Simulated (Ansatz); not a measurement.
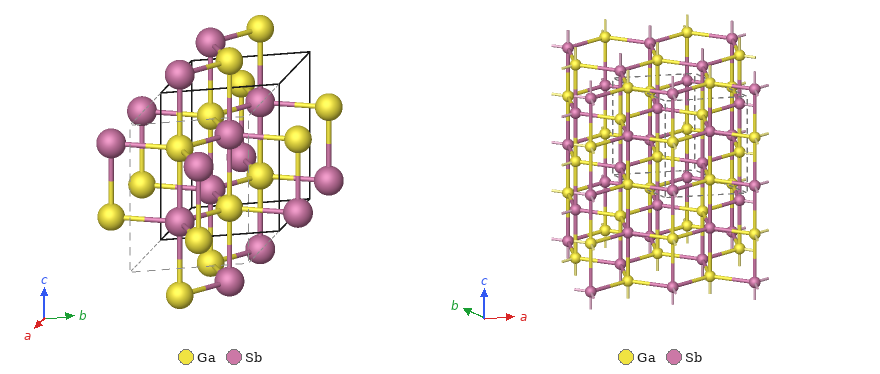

Left: the structure. Right: its underlying net. Nodes are coloured by element. Short stubs are edges that leave the cut-out.

System GaSb (space group P6_3/mmc, No. 194); source of the atomic positions: coordinates from a relaxation with DFT, PBE, plane waves, PAW (Ansatz); the starting structure was generated, so it need not be a known form of this composition.

Bonds are taken as Ga–Sb below 3.3 Å; no other contact counts. Simplification: prune 0- and 1-connected atoms, fold 2-connected ones into links.

The result is a uninodal 5-connected, three-periodic net: Ga and Sb are 5-connected nodes. It is the bnn net, known from eclipsed honeycomb layers linked along c. It is a single net, without interpenetration.

```
     node  links  point symbol  coordination sequence
Ga and Sb      5         4⁶·6⁴      5 14 29 50 77 110
```
